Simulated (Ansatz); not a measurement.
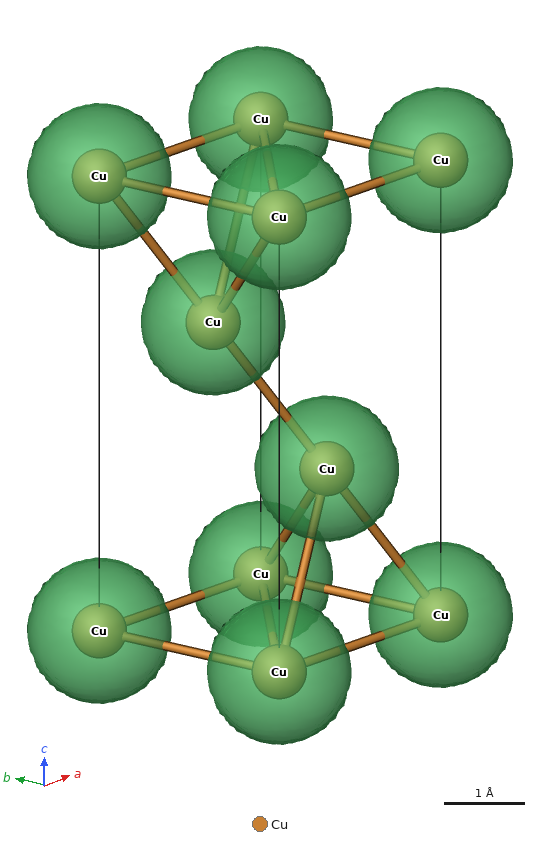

Figure. Cu. Isosurface of the valence charge density (pseudo) at 0.6 e/Å³ (green), seen at an oblique angle. Sticks mark near contacts.

Space group R-3m; computed pressure about 3 GPa in this cell; computed without spin polarisation.

Level of theory: DFT PBE, scalar-relativistic, plane waves, PAW in Ansatz.

Core electrons are frozen (PAW), and the valence fields are smoothed inside the atomic spheres.

```xyz
3
Lattice="1.7617 0.0000 -1.7617 -1.7617 1.7617 0.0000 3.8053 3.8053 3.8053" Properties=species:S:1:pos:R:3 pbc="T T T"
Cu    0.0000    0.0000    0.0000
Cu    1.8557    1.8557    0.0939
Cu    1.9496    3.7114    1.9497
```

Which contacts does the surface bridge?

Answer. At this value the density breaks into separate islands; it holds about 85 % of the electrons treated as valence (semicore included). It bridges none of the near contacts. It is pinched off along the sampled Cu–Cu (2.49 Å) and Cu–Cu (2.63 Å) contacts. On the grid the lowest density along these lines, outside the cores, is 0.29 e/Å³ (Cu–Cu, 2.49 Å) and 0.25 e/Å³ (Cu–Cu, 2.63 Å).

Does the calculation give a band gap?

Answer. It is gapless in this calculation (a metal or semimetal).
